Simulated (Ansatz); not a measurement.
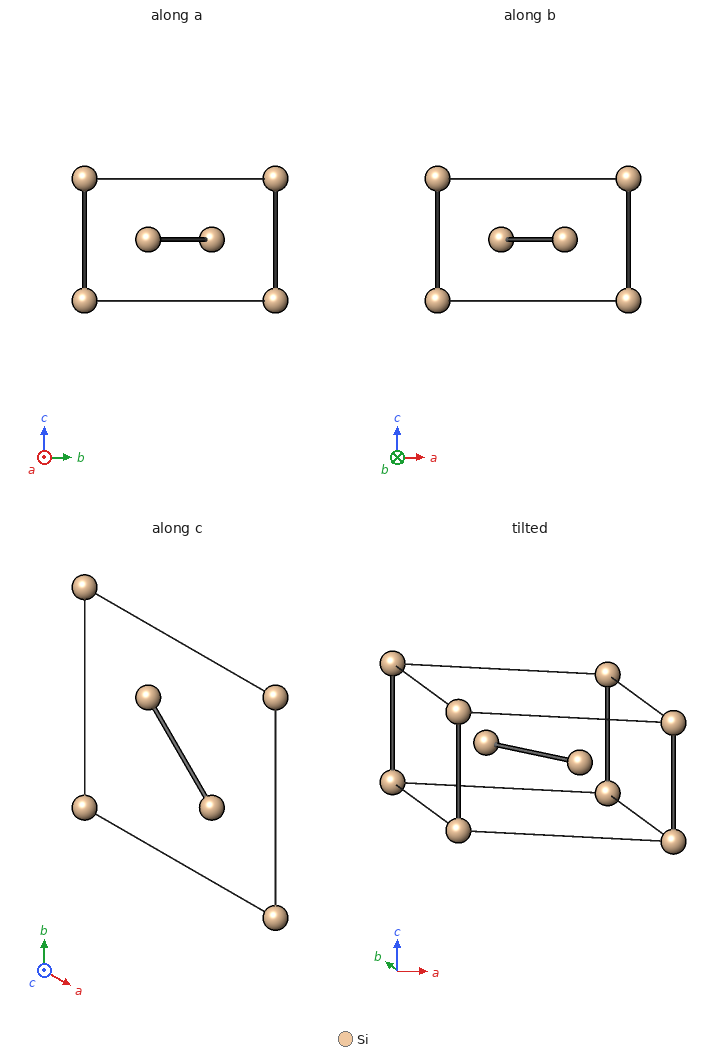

Figure: ball-and-stick view along the a axis, along the b axis, along the c axis and slightly off an axis. Lines trace the edges of the conventional unit cell.

Lattice parameters: a = 4.828 Å, b = 4.828 Å, c = 2.673 Å, α = 90.00°, β = 90.00°, γ = 120.00°. Put a along x and b in the xy plane.

> Write down what is shown as a POSCAR file.

```
Si
1.0
     4.828    0.000    0.000
    -2.414    4.181    0.000
     0.000    0.000    2.673
Si
3
Direct
  0.0000 0.0000 0.0000
  0.3333 0.6667 0.5000
  0.6667 0.3333 0.5000
```

The cell started as a structure type filled with this element by a generator (whether the element takes this form wasn't checked). Earlier steps of the study may have refined or changed the cell and positions. An electronic-structure calculation with Ansatz was run on it.

At this level of theory the cell isn't at rest (stretched, at -4 GPa), so its distances can differ from those at equilibrium, the more so the softer the solid.
